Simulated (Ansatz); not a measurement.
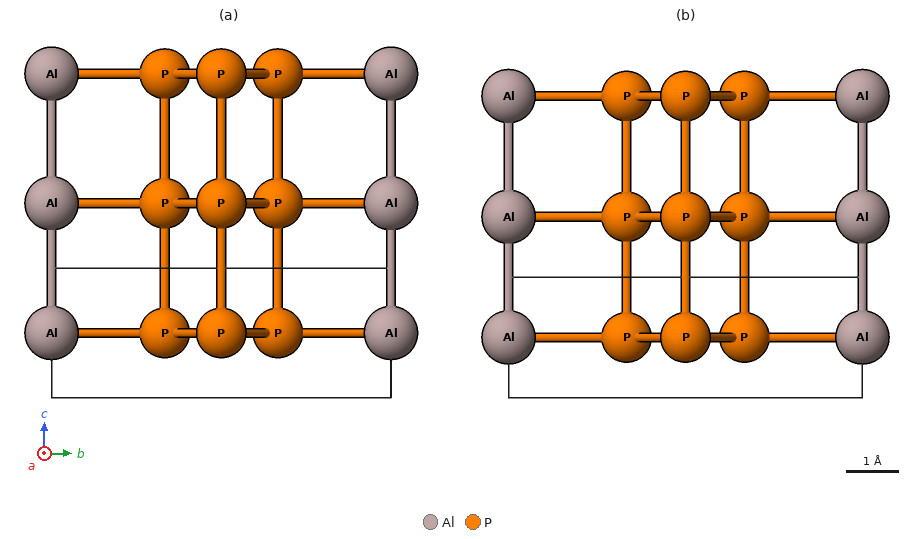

The structure of a crystal of AlP5 (a generated structure, set up in P6/mmm) (coarse preliminary run) before (left) and after (right) a relaxation, at one scale.

Style: ball-and-stick. Shown: the cell of the calculation, repeated 1 × 1 × 3 with one cell outlined, along the a axis.

All numbers below come from DFT PBE, scalar-relativistic, plane waves, PAW (Ansatz 0.2.0). Set-up: plane-wave cutoff 420 eV; k-point mesh 3 × 3 × 6; occupations gaussian; smearing width 0.1 eV; no spin polarisation; cell and atoms relaxed; force threshold 0.04 eV/Å; at most 70 steps.

Question: What changed between the two?

Answer: After 5 accepted moves (7 points after the start) the energy has fallen by 87.7 meV per atom. All forces vanish by symmetry, so only the cell relaxes. The pressure goes from −0.52 to 0.01 GPa. The line search rejected the trial step at point 3 of the run. At 1 point the geometry stayed and the basis and grid were re-selected for the new cell (energy shift of 0.3 meV per atom at most each time). No atom moves by more than 0.005 Å relative to the cell. Cell: a = b 7.656 → 7.982 Å (+4.2 %), c 2.532 → 2.357 Å (−6.9 %). Volume +1.2 %. Near-neighbour distances that change, for instance: P–P 2.532 → 2.357 Å, Al–Al 2.532 → 2.357 Å, P–P 2.210 → 2.304 Å. The space group stays P6/mmm (No. 191).

Limits of the set-up: the k-point mesh is coarse for a cell with partly filled bands.
